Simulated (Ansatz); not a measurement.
**Geometry relaxation, with input and output: Si₁₂HO₂₄ (charge +1) (part 2 of 3)**

The same run, continued: Si₁₂HO₂₄ (defect cell, 37 atoms in the cell, total charge +1); DFT PBEsol, scalar-relativistic, plane waves, PAW, PAW set soft_1, no spin polarisation (Ansatz 0.2.0); cutoff 420 eV, 2×2×1 k-mesh, Gaussian smearing of 0.05 eV. The structure derives from an entry of the Crystallography Open Database. It belongs to a series of runs on one base structure; here: end point B relaxed.

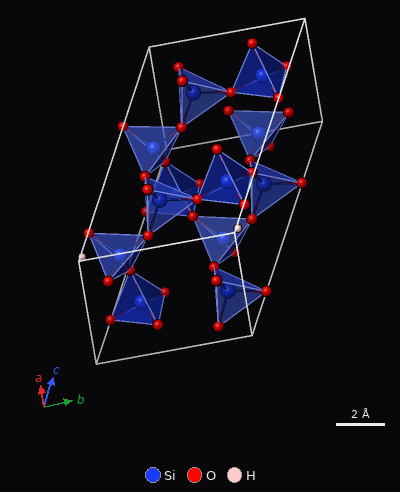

The geometry at step 3 of the log (polyhedral view of the cell of the calculation, seen at an oblique angle; polyhedra are completed across the faces of the cell).

```
Free energy (F): -20979.994831 eV
Harris-Foulkes:  -20979.994831 eV  (|F-HF|=2.23e-8)
Internal energy: -20979.994831 eV  (E = F + TS)
E sigma→0 (E₀):  -20979.994831 eV
Fermi energy:    5.325233 eV
--- Per-component energies (eV) ---
  E_band       = -845.533072
  E_kinetic    = 4648.148635
  E_local      = -11670.121586  (includes V_loc(G=0)·N_el)
  E_nonlocal   = 1528.910756
  E_hartree    = 4253.810977
  E_xc         = -2380.264220
  E_vxc        = -2767.279352  (∫ρ·V_xc dr)
  E_paw        = -9767.293090  (= ΣΔE_a)
  E_vpaw       = -1092.834566  (= ΣTr[D̂ρ^β])
  E_aug_tail   = 0.019230  (compensation charges beyond the density's cutoff)
  E_ewald      = -7594.431172
  E_core_change = 1.225638  (= ΣΔE_core)
  E_smearing   = -0.000000  (= −TS)
  E_closure    = 0.000000  (closes the sum)
  E_deformation_potential = 11.919500  (in the stress; not in F)
  Σ components = -20979.994831   (vs F -20979.994831, Δ=0.00e0)
--- Forces (eV/Å), atoms counted from 1 ---
  atom   1  Si    -0.01250690    -0.00162373     0.01746540
  atom   2  Si     0.00443387    -0.02871253     0.00058127
  atom   3  Si    -0.00582452     0.00172898    -0.00957033
  atom   4  O     -0.01226255     0.01125375    -0.00613435
  atom   5  O      0.00591385     0.00763431    -0.00190637
  atom   6  O      0.00633403     0.00232714     0.01247095
  atom   7  O     -0.00481918     0.00155400     0.00335815
  atom   8  O      0.00960900     0.00091578     0.00602928
  atom   9  O      0.00805783    -0.00057098     0.00627772
  atom  10  Si     0.00984955     0.01939469     0.00780639
  atom  11  Si    -0.01384526     0.01712303    -0.01316683
  atom  12  Si     0.01622636     0.01484354     0.02653284
  atom  13  O      0.00395515    -0.01305921    -0.00306243
  atom  14  O     -0.00117375    -0.00863112    -0.01024866
  atom  15  O     -0.00700024    -0.00186622    -0.01623139
  atom  16  O     -0.01185605     0.00538855     0.00119686
  atom  17  O     -0.01439683     0.00848158     0.00599557
  atom  18  O      0.00309998    -0.00229253    -0.00084689
  atom  19  Si     0.01981300    -0.01492822    -0.00545009
[...]
  atom  20  Si    -0.00905488    -0.00930217    -0.00178917
  atom  21  Si    -0.00117875     0.01266193    -0.00898555
  atom  22  O     -0.01381518     0.01671432    -0.01457129
  atom  23  O     -0.00132095    -0.00344918     0.00086459
  atom  24  O     -0.00238203    -0.00811109     0.00374598
  atom  25  O     -0.00063000    -0.00826954     0.00195094
  atom  26  O      0.00969028    -0.01022310     0.00438117
  atom  27  O     -0.00576267    -0.00758862    -0.00381249
  atom  28  Si     0.01097277    -0.00874814    -0.00269973
  atom  29  Si    -0.00153205    -0.00761441     0.00346624
  atom  30  Si     0.01637090     0.00850134     0.00838571
  atom  31  O     -0.00146730     0.01407137    -0.00072855
  atom  32  O     -0.00555850     0.00068850    -0.00925801
  atom  33  O      0.01560641    -0.00683922    -0.00980748
  atom  34  O     -0.00706676    -0.00734808    -0.00941718
  atom  35  O     -0.01530498     0.00308102     0.00490566
  atom  36  O      0.00249959    -0.00631904    -0.00135329
  atom  37  H      0.00629860     0.00913917     0.01364547
  max |Σ_I F_I| component: 2.82e-5 eV/Å
--- Relaxed structure (12 steps of the walk, 11 accepted, 0 SCFs on fresh bases) ---
  F+E_penalty+E_count = -20979.99483055 eV   max|allowed force component| = 2.871e-2 eV/Å
  atoms:
    - { symbol: Si, position: [0.15051465536836284, 0.6719473561929239, 0.9156116886228312] }
    - { symbol: Si, position: [0.29252823616220924, 0.8692326496800011, 0.07605364806431647] }
    - { symbol: Si, position: [0.25587042147953587, 0.2687203596155249, 0.1375547487373474] }
    - { symbol: O, position: [0.2753693210698032, 0.46413774128426205, 0.9984307941802716] }
    - { symbol: O, position: [0.21178873893894284, 0.0960378143049902, 0.09175217328784291] }
    - { symbol: O, position: [0.7535977263555503, 0.3167890050988863, 0.20467244178356803] }
    - { symbol: O, position: [0.46891828453446216, 0.18638150956505994, 0.17999909347534956] }
    - { symbol: O, position: [0.07333144519649065, 0.326963546232039, 0.2755672753409978] }
    - { symbol: O, position: [0.8376083686119764, 0.14130223523624186, 0.9872355916048721] }
    - { symbol: Si, position: [0.1809093677983718, 0.6578272180841944, 0.41091724262057117] }
    - { symbol: Si, position: [0.31232385914342686, 0.8576886853814044, 0.5774236000586532] }
    - { symbol: Si, position: [0.263192905261493, 0.25808722553161917, 0.6299185997869617] }
    - { symbol: O, position: [0.30458491362860246, 0.43824245668402045, 0.4824600529583539] }
    - { symbol: O, position: [0.21385927499721347, 0.08559584251802999, 0.5893798282654102] }
    - { symbol: O, position: [0.7504353243811206, 0.2685014652657211, 0.723716345585749] }
    - { symbol: O, position: [0.45116510638626955, 0.17016546275922811, 0.7026733397905521] }
    - { symbol: O, position: [0.07101390794513313, 0.33784424501840177, 0.7574014370541036] }
    - { symbol: O, position: [0.7851532122696874, 0.16796016830657007, 0.4799780901439885] }
    - { symbol: Si, position: [0.7008455508297584, 0.14458508487392951, 0.16855015194764342] }
    - { symbol: Si, position: [0.8337878308051276, 0.34486628291524424, 0.33098192063477766] }
    - { symbol: Si, position: [0.75074755155329, 0.740828688863375, 0.4053867113706494] }
    - { symbol: O, position: [0.7905315587726405, 0.9224743095632895, 0.2552281890043752] }
    - { symbol: O, position: [0.718575488366654, 0.5630593437572116, 0.35903093226434085] }
    - { symbol: O, position: [0.23039449937108125, 0.8271829359422292, 0.4553957402088714] }
    - { symbol: O, position: [0.9435843971820828, 0.6636495365795314, 0.4730533294026523] }
    - { symbol: O, position: [0.5542817153233908, 0.8189057903845791, 0.527708662457777] }
    - { symbol: O, position: [0.24865578318050063, 0.7016415019040588, 0.23056050475789158] }
    - { symbol: Si, position: [0.6922728083877416, 0.12411213037888569, 0.6580593564317876] }
    - { symbol: Si, position: [0.8407808310203064, 0.3302409687023328, 0.8231522514126629] }
    - { symbol: Si, position: [0.731824395528033, 0.7306847748211687, 0.890585142499139] }
    - { symbol: O, position: [0.7814298062461978, 0.8914293229810643, 0.7315037186709291] }
    - { symbol: O, position: [0.7035993049678998, 0.5291405957641339, 0.8718936408114495] }
    - { symbol: O, position: [0.15860053221784398, 0.8617869955904588, 0.9708230260249405] }
    - { symbol: O, position: [0.9154364623074359, 0.6747409523550313, 0.9656563412458427] }
    - { symbol: O, position: [0.5278633480766978, 0.8258402765227656, -0.00217447817748484] }
    - { symbol: O, position: [0.2473274295593163, 0.7058319068589739, 0.7391030328189632] }
    - { symbol: H, position: [-0.031221493224650138, 0.022911074482617127, 0.9817122148510515] }
```

Trajectory as extended XYZ (Å, eV, eV/Å), 12 frames, from step=1 to step=12:
```
37
Lattice="-2.4605 4.2617 5.4163 4.9210 0.0000 5.4163 4.9210 8.5234 0.0000" Properties=species:S:1:pos:R:3:forces:R:3 step=1 energy=-20976.72391
Si    7.2329    8.5234    4.5136   -1.0060  -1.0643  -1.0608
Si    3.7651    2.0022    6.3190   -1.2482   2.0447   0.2956
Si    1.3046    2.2596    2.7081    1.3216   0.1468   0.7097
O     6.3055    9.6634    3.8669   -0.3277   0.1732   0.1243
O     0.2950    1.7690    1.5494    0.0287  -1.2709  -1.1425
O     0.7810    4.8907    5.6723   -0.4687  -0.7558  -0.2597
O     0.7810    3.6327    3.3549   -0.3670   0.1945  -0.0288
O     2.7555    2.4927    2.0614   -0.2418   0.1165   0.1622
O     3.8450   11.6451    5.1603   -1.6344   1.6637  -0.4717
Si    4.7724    4.2617    4.5136    0.3006   0.6312  -0.1796
Si    6.2256    6.2639    6.3190    0.1178  -0.1953  -0.0285
Si    3.7651    6.5213    2.7081   -0.4463  -0.3440   0.2714
O     3.8450    5.4017    3.8669   -0.2747  -0.0365   0.0731
O     2.7555    6.0307    1.5494    0.2189  -0.1705  -0.1182
O     3.2415    9.1525    5.6723    0.3951   0.2123   0.1010
O     3.2415    7.8944    3.3549    0.1856   0.4090  -0.1416
O     5.2160    6.7544    2.0614    0.5798   0.5345  -0.3961
O     1.3845    7.3834    5.1603   -0.3827  -0.2024   0.0348
Si   -0.1486    4.2617    4.5136    2.6013   0.2871  -0.4459
Si    1.3046    6.2639    6.3190    0.3273   0.6941  -0.0552
Si    3.7651    6.5213    8.1244   -0.3203   1.4082  -1.3536
O     3.8450    5.4017    9.2832   -1.0589  -0.9665   1.4912
O     2.7555    6.0307    6.9657    0.2705  -0.4286   0.1876
O     5.7020    4.8907    5.6723    0.0611  -0.3834   0.1067
O     3.2415    7.8944    8.7712    0.2065  -0.1068  -0.0263
O     5.2160    6.7544    7.4777   -0.1284   0.0589   0.5024
O     3.8450    3.1217    5.1603   -0.3845  -0.7288   0.2673
Si    2.3119    8.5234    4.5136    0.0094  -0.2614  -0.1369
Si    3.7651   10.5256    6.3190   -0.4078  -1.7264   1.6928
Si    6.2256   10.7830    8.1244   -0.2864  -0.5395   0.2869
O     6.3055    9.6634    9.2832   -0.3021   0.2967  -0.0671
O     5.2160   10.2925    6.9657    0.0804  -0.0183  -0.4594
O     8.1625    9.1525    5.6723    1.8138  -0.5826   0.3115
O     5.7020   12.1561    8.7712    0.2374   0.6175   0.1514
O     2.7555    2.4927    7.4777    0.6258   0.1175  -0.1781
O     6.3055    7.3834    5.1603   -0.0835   0.4137  -0.1404
H     5.2583    8.9726   -0.0064   -0.0122  -0.2381  -0.0791
37
Lattice="-2.4605 4.2617 5.4163 4.9210 0.0000 5.4163 4.9210 8.5234 0.0000" Properties=species:S:1:pos:R:3:forces:R:3 step=2 energy=-20977.17289
Si    7.2403    8.5063    4.4987   -0.8853  -0.7241  -0.7209
Si    3.7704    2.0058    6.3063   -0.6097   1.5944   0.4441
Si    1.3165    2.2476    2.7013    0.6305   0.0593   0.2393
O     6.3090    9.6526    3.8627   -0.2500   0.1107   0.1941
O     0.3109    1.7478    1.5214    0.1186  -0.8250  -0.5763
O     0.7955    4.8832    5.6732   -0.2278  -0.5662  -0.1184
O     0.7805    3.6238    3.3452   -0.4150   0.1458   0.1303
O     2.7657    2.4906    2.0618   -0.0926   0.1181   0.1385
O     3.8141   11.6830    5.1739   -1.8054   1.6010  -0.1958
Si    4.7722    4.2765    4.5219    0.2257   0.3744  -0.0605
Si    6.2310    6.2617    6.3341   -0.0472  -0.0805   0.0091
Si    3.7608    6.5348    2.7261   -0.4025  -0.2782   0.2242
O     3.8377    5.4167    3.8855   -0.2234   0.0085   0.0836
O     2.7624    6.0307    1.5634    0.1894  -0.1519  -0.1317
O     3.2250    9.1674    5.6773    0.2740   0.2165   0.0485
O     3.2362    7.9148    3.3590    0.1989   0.3154  -0.1582
O     5.2148    6.7759    2.0806    0.4735   0.4638  -0.2960
O     1.3772    7.3830    5.1589   -0.2735  -0.1014  -0.0161
Si   -0.1318    4.2669    4.5125    2.1810   0.4409  -0.6413
Si    1.3170    6.2647    6.3189    0.1651   0.4596  -0.0357
Si    3.7629    6.5393    8.1333   -0.1224   0.7721  -0.7968
O     3.8365    5.4089    9.3084   -0.8793  -0.6275   0.9404
O     2.7668    6.0327    6.9718    0.1703  -0.3527   0.0855
O     5.7043    4.8868    5.6894    0.0524  -0.2953   0.1023
O     3.2436    7.9138    8.7775    0.1573  -0.0286  -0.0628
O     5.2206    6.7617    7.4963    0.0424   0.0382   0.2971
O     3.8417    3.1247    5.1546   -0.3292  -0.4502   0.0746
Si    2.2974    8.5331    4.5150    0.0154  -0.2498  -0.0591
Si    3.7459   10.5354    6.3342   -0.2282  -1.4140   1.2543
Si    6.2257   10.7767    8.1093   -0.1542  -0.3955   0.1525
O     6.2885    9.6682    9.2766   -0.2631   0.1905   0.0055
O     5.2093   10.2944    6.9506    0.0994   0.0130  -0.4356
O     8.2028    9.1372    5.6509    1.6878  -0.6662   0.0423
O     5.7103   12.1557    8.7524    0.2257   0.5268   0.1033
O     2.7642    2.4855    7.4689    0.3015   0.0290  -0.0677
O     6.3123    7.3768    5.1640   -0.0276   0.3444  -0.0857
H     5.2082    8.8640   -0.0554    0.0275  -0.6163  -0.1115
37
Lattice="-2.4605 4.2617 5.4163 4.9210 0.0000 5.4163 4.9210 8.5234 0.0000" Properties=species:S:1:pos:R:3:forces:R:3 step=3 energy=-20977.89348
Si    7.2521    8.4796    4.4764   -0.5183  -0.0583  -0.0256
Si    3.7806    2.0143    6.2893    0.2983   0.5270   0.4761
Si    1.3353    2.2310    2.6935   -0.3291  -0.1159  -0.4084
O     6.3141    9.6383    3.8608   -0.1277   0.0390   0.2516
O     0.3381    1.7144    1.4794    0.2350  -0.0969   0.2822
O     0.8163    4.8721    5.6749    0.1601  -0.2783   0.1370
O     0.7769    3.6121    3.3305   -0.4527   0.0484   0.3526
O     2.7817    2.4900    2.0642    0.1513   0.1111   0.0733
O     3.7547   11.7523    5.1967   -2.1599   1.6114   0.1712
Si    4.7709    4.2986    4.5319    0.1039  -0.0695   0.1284
Si    6.2384    6.2563    6.3552   -0.2887   0.1242   0.0390
Si    3.7521    6.5531    2.7518   -0.3337  -0.1270   0.1190
O     3.8233    5.4378    3.9127   -0.1416   0.0741   0.1037
O     2.7729    6.0272    1.5813    0.1595  -0.1188  -0.1217
O     3.1997    9.1909    5.6827    0.0785   0.2196  -0.0461
O     3.2275    7.9459    3.3616    0.1902   0.1587  -0.1466
O     5.2122    6.8090    2.1102    0.2612   0.3387  -0.0934
O     1.3639    7.3822    5.1553   -0.0896   0.0580  -0.0866
Si   -0.1055    4.2793    4.5097    1.2109   0.7287  -0.9428
Si    1.3351    6.2670    6.3185   -0.0862   0.1263   0.0277
Si    3.7576    6.5666    8.1441    0.2133  -0.2495   0.1041
O     3.8180    5.4210    9.3490   -0.4002  -0.0776   0.0016
O     2.7831    6.0330    6.9796    0.0065  -0.2254  -0.0998
O     5.7072    4.8783    5.7129    0.0400  -0.1415   0.0911
O     3.2460    7.9435    8.7834    0.0499   0.1445  -0.0995
O     5.2274    6.7704    7.5239    0.2954   0.0079  -0.0300
O     3.8357    3.1281    5.1451   -0.2120   0.0625  -0.2443
Si    2.2744    8.5473    4.5148    0.0150  -0.2192   0.0318
Si    3.7135   10.5505    6.3582    0.1232  -0.9478   0.5867
Si    6.2254   10.7679    8.0847    0.0216  -0.1241  -0.0381
O     6.2601    9.6759    9.2653   -0.1851   0.0137   0.1147
O     5.1991   10.2993    6.9231    0.0616   0.1007  -0.4084
O     8.2759    9.1105    5.6186    1.2139  -0.7167  -0.3727
O     5.7238   12.1580    8.7231    0.2123   0.2961  -0.0400
O     2.7786    2.4760    7.4571   -0.1848  -0.0918   0.1142
O     6.3223    7.3673    5.1697    0.0304   0.1892   0.0109
H     5.1579    8.6831   -0.1092    0.3768  -1.3217  -0.0131
37
Lattice="-2.4605 4.2617 5.4163 4.9210 0.0000 5.4163 4.9210 8.5234 0.0000" Properties=species:S:1:pos:R:3:forces:R:3 step=4 energy=-20978.60850
Si    7.2633    8.4600    4.4608   -0.0080   0.5996   0.6813
Si    3.7929    2.0215    6.2794    0.8747  -0.6919   0.2483
Si    1.3485    2.2208    2.6919   -0.8999  -0.3082  -0.8201
O     6.3177    9.6309    3.8660   -0.0407   0.0217   0.2280
O     0.3626    1.6877    1.4515    0.2931   0.4968   0.9185
O     0.8287    4.8662    5.6769    0.4153  -0.1141   0.3165
O     0.7676    3.6059    3.3208   -0.4749  -0.0437   0.5273
O     2.7932    2.4938    2.0691    0.3379   0.0984   0.0007
O     3.6887   11.8239    5.2173   -2.6192   1.6541   0.3768
Si    4.7703    4.3147    4.5375   -0.0017  -0.4532   0.2742
Si    6.2442    6.2510    6.3693   -0.4298   0.2966   0.0020
Si    3.7430    6.5656    2.7710   -0.3006   0.0199   0.0186
O     3.8095    5.4523    3.9332   -0.0689   0.1298   0.1097
O     2.7816    6.0219    1.5920    0.1566  -0.0904  -0.0773
O     3.1790    9.2127    5.6834   -0.0641   0.2557  -0.1228
O     3.2199    7.9703    3.3606    0.1508   0.0267  -0.0909
O     5.2091    6.8364    2.1340    0.0817   0.2310   0.0788
O     1.3511    7.3831    5.1516    0.0676   0.1759  -0.1243
Si   -0.0882    4.2972    4.5056    0.3037   1.0698  -1.1742
Si    1.3472    6.2713    6.3188   -0.2853  -0.0843   0.1325
Si    3.7533    6.5878    8.1489    0.4485  -0.9737   0.7606
O     3.7986    5.4351    9.3792    0.1560   0.3142  -0.7320
O     2.7945    6.0312    6.9833   -0.1149  -0.1050  -0.2529
O     5.7102    4.8700    5.7288    0.0305  -0.0061   0.0771
O     3.2484    7.9670    8.7840   -0.0524   0.3131  -0.1213
O     5.2342    6.7754    7.5433    0.4340  -0.0094  -0.2523
O     3.8323    3.1288    5.1369   -0.0915   0.5117  -0.4746
Si    2.2550    8.5587    4.5122   -0.0055  -0.1891   0.0499
Si    3.6838   10.5657    6.3765    0.4563  -0.7317   0.1888
Si    6.2240   10.7626    8.0630    0.1404   0.1505  -0.1436
O     6.2348    9.6826    9.2545   -0.1103  -0.1253   0.1792
O     5.1905   10.3082    6.8951   -0.0721   0.2254  -0.4194
O     8.3467    9.0845    5.5934    0.3575  -0.5608  -0.6126
O     5.7359   12.1638    8.6993    0.1897   0.0146  -0.2256
O     2.7902    2.4683    7.4494   -0.5279  -0.1635   0.2577
O     6.3309    7.3622    5.1747    0.0302   0.0039   0.0923
H     5.1531    8.4895   -0.1324    1.2430  -1.9583   0.1250
37
Lattice="-2.4605 4.2617 5.4163 4.9210 0.0000 5.4163 4.9210 8.5234 0.0000" Properties=species:S:1:pos:R:3:forces:R:3 step=5 energy=-20979.36652
Si    7.2713    8.4531    4.4558    0.5258   1.0282   1.1470
Si    3.8051    2.0197    6.2764    0.9521  -1.5940  -0.1376
Si    1.3501    2.2162    2.6947   -0.9460  -0.4373  -0.9223
O     6.3173    9.6311    3.8766   -0.0079   0.0595   0.1398
O     0.3790    1.6718    1.4450    0.2657   0.8043   1.1597
O     0.8316    4.8656    5.6786    0.4217  -0.1235   0.3055
O     0.7504    3.6038    3.3176   -0.4991  -0.1118   0.6273
O     2.7977    2.4992    2.0751    0.3734   0.0754  -0.0334
O     3.6163   11.8933    5.2335   -1.4954   0.4486   0.4081
Si    4.7707    4.3214    4.5406   -0.0688  -0.6606   0.3182
Si    6.2474    6.2492    6.3748   -0.3869   0.3637  -0.1116
Si    3.7355    6.5715    2.7829   -0.2920   0.0863  -0.0538
O     3.7994    5.4589    3.9464   -0.0045   0.1632   0.0933
O     2.7878    6.0178    1.5953    0.1589  -0.0709  -0.0219
O     3.1652    9.2314    5.6794   -0.1258   0.3310  -0.1663
O     3.2154    7.9847    3.3583    0.0934  -0.0422  -0.0093
O     5.2064    6.8545    2.1506   -0.0095   0.1511   0.1610
O     1.3423    7.3853    5.1495    0.1621   0.2089  -0.1098
Si   -0.0854    4.3214    4.4976   -0.1762   1.2436  -1.1482
Si    1.3518    6.2754    6.3208   -0.3902  -0.1290   0.2559
Si    3.7546    6.5993    8.1483    0.4560  -1.1286   0.9455
O     3.7873    5.4535    9.3883    0.4949   0.4243  -0.9909
O     2.8009    6.0275    6.9828   -0.1556   0.0058  -0.3055
O     5.7128    4.8644    5.7373    0.0217   0.0835   0.0648
O     3.2517    7.9817    8.7813   -0.1030   0.3764  -0.1515
O     5.2427    6.7779    7.5515    0.3853   0.0012  -0.2795
O     3.8323    3.1258    5.1307    0.0022   0.6983  -0.4827
Si    2.2422    8.5656    4.5087   -0.0533  -0.1421  -0.0139
Si    3.6612   10.5799    6.3859    0.6555  -0.7251   0.0799
Si    6.2204   10.7613    8.0469    0.1717   0.3632  -0.1053
O     6.2157    9.6862    9.2466   -0.0617  -0.1859   0.1587
O     5.1835   10.3212    6.8693   -0.2307   0.3552  -0.4515
O     8.3984    9.0613    5.5767   -0.6471  -0.0940  -0.5754
O     5.7439   12.1716    8.6841    0.1143  -0.2311  -0.3657
O     2.7949    2.4592    7.4460   -0.6028  -0.1870   0.2786
O     6.3363    7.3633    5.1793   -0.0229  -0.1641   0.1302
H     5.2123    8.3035   -0.1329    1.0243  -1.2441   0.1627
```
